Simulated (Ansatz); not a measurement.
System: Al₃₂N₃₁ (cell charge +3, with a compensating background) (cell with a defect).

Al₃₂N₃₁ (cell charge +3, with a compensating background) (cell with a defect), 63 atoms, a = 9.68 Å, b = 9.68 Å, c = 9.68 Å, α = 99.44°, β = 111.90°, γ = 117.58°.

Level of theory: DFT PBE, scalar-relativistic, plane waves, PAW in Ansatz 0.2.0.

What will maps of the valence pseudo-density and electron localisation function show?

Answer. Al–N (1.88 Å): ρ at the midpoint is about 0.69 e/Å³; the ELF peaks at about 0.90 between the atoms: a polar covalent bond.
Al–N (1.88 Å): ρ at the midpoint is about 0.69 e/Å³; the ELF peaks at about 0.90 between the atoms: a shared but strongly polarised pair.

Does the calculation give a band gap?

Answer. It is gapped, with a Kohn–Sham gap of 2.0 eV on the k-point mesh, an upper bound to the gap of this method.

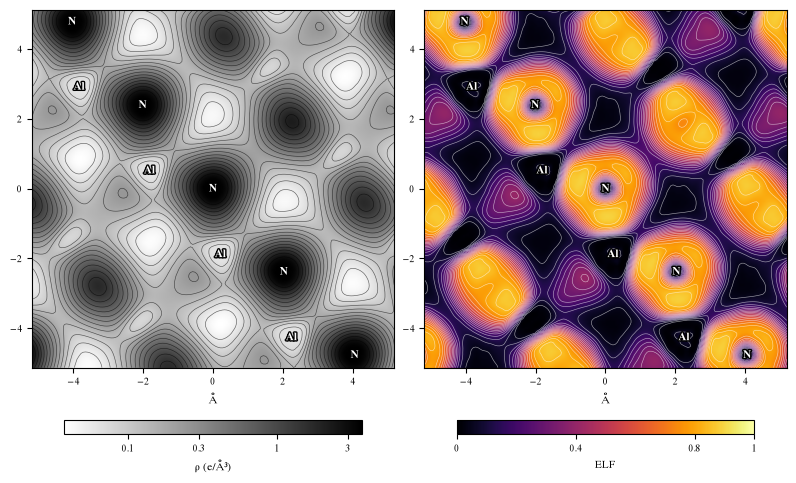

Computed valence pseudo-density and electron localisation function on the (011̄) plane of the calculation cell, in this order. Atoms just off the plane (Al, 0.4 Å away and N, 0.5 Å away) can leave unmarked features too.
